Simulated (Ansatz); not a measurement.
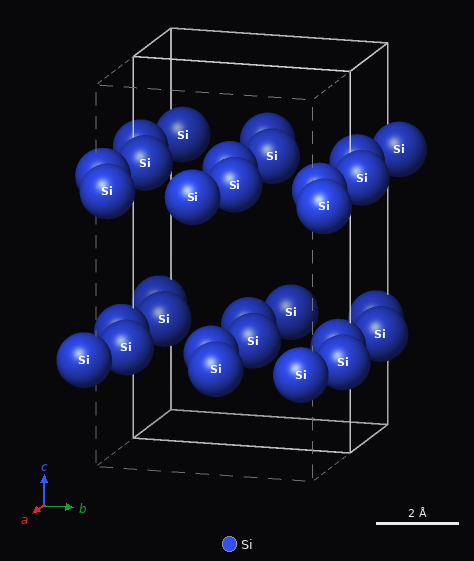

Spheres-only representation of a periodic structure, projected slightly off an axis. The structure is repeated 2×1×1 times; solid lines mark one conventional unit cell.

Si, space group Cmme (No. 67), a = 3.19 Å, b = 5.55 Å, c = 9.61 Å, α = 90.00°, β = 90.00°, γ = 90.00°.

Method used: DFT PBEsol, scalar-relativistic, plane waves, PAW (Ansatz). It ran with plane waves up to 420 eV, k-points about 0.14 Å⁻¹ apart, Gaussian smearing of 0.1 eV, no spin polarisation.

### Predict the gap.

A metal: bands cross the Fermi level.

### Would the cell expand or shrink if it could?

The computed pressure is 96.4 GPa (compressed: it would expand). The stress isn't hydrostatic: its largest component is 232.8 GPa.

Provenance: a structure listed in the Materials Project, with elements exchanged, so it need not be a known form of the compound. The cell was then strained or its atoms displaced on purpose. It was run through Ansatz as a DFT input.

At this level of theory the cell isn't at rest (compressed, at 96 GPa and forces up to 12.4 eV/Å), so its distances can differ from those at equilibrium, the more so the softer the solid.
